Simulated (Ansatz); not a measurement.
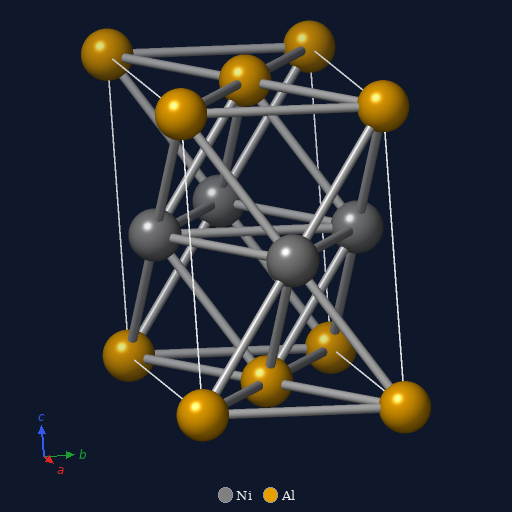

System: AlNi, space group C2/m (No. 12). The picture shows the conventional cell.

Structure:
```xyz
2
Lattice="2.3007 -1.3947 0.0000 2.3007 1.3947 0.0000 -1.3565 0.0000 3.8808" Properties=species:S:1:pos:R:3 pbc="T T T"
Ni    1.6225    0.0000    1.9404
Al    0.0000    0.0000    0.0000
```

Calculation (Ansatz 0.2.0): all-electron LAPW DFT, collinear spins; energies at scaled volumes of the given cell, shape and fractions fixed, counted from the fit's minimum, third-order Birch-Murnaghan fit. Level: PBE, collinear spin.

k mesh 11×11×7; occupations Fermi–Dirac; smearing width 0.05 eV; potentials all electron LAPW, scalar relativistic; program settings basis error eV/atom 0.0005.

Describe the result: the energy against volume. The volume takes the values 11.71, 11.95, 12.20, 12.45, 12.70, 12.95, 13.20 Å³/atom.

A third-order Birch–Murnaghan fit gives V0 = 12.61 Å³/atom, B0 = 144 GPa and B′ = 4.4. The energy is 33.16 meV/atom at volume 11.71 Å³/atom and 11.45 meV/atom at 13.20 Å³/atom; the lowest computed point is at volume 12.70 Å³/atom (0.31 meV/atom).

```
volume (Å³/atom)  energy (meV/atom)
           11.71              33.16
           11.95              16.75
           12.20               6.18
           12.45               0.88
           12.70               0.31
           12.95               3.98
           13.20              11.45
```

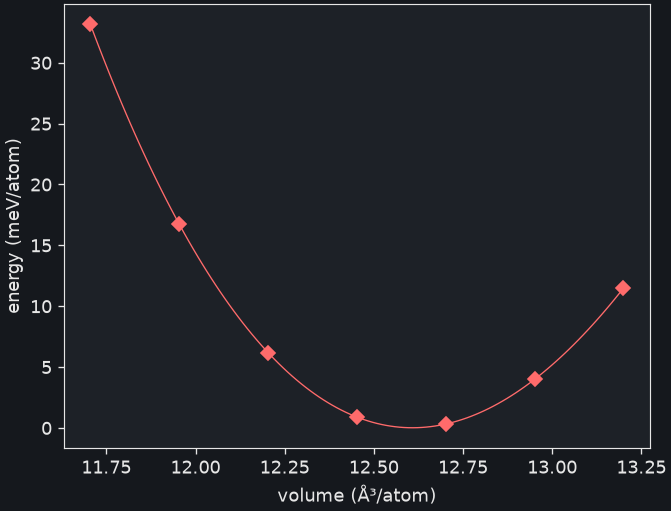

Caveats: the program warns: seeded moment not kept; shape and atomic fractions are frozen while scaling, which makes layered, chain and framework solids too stiff.
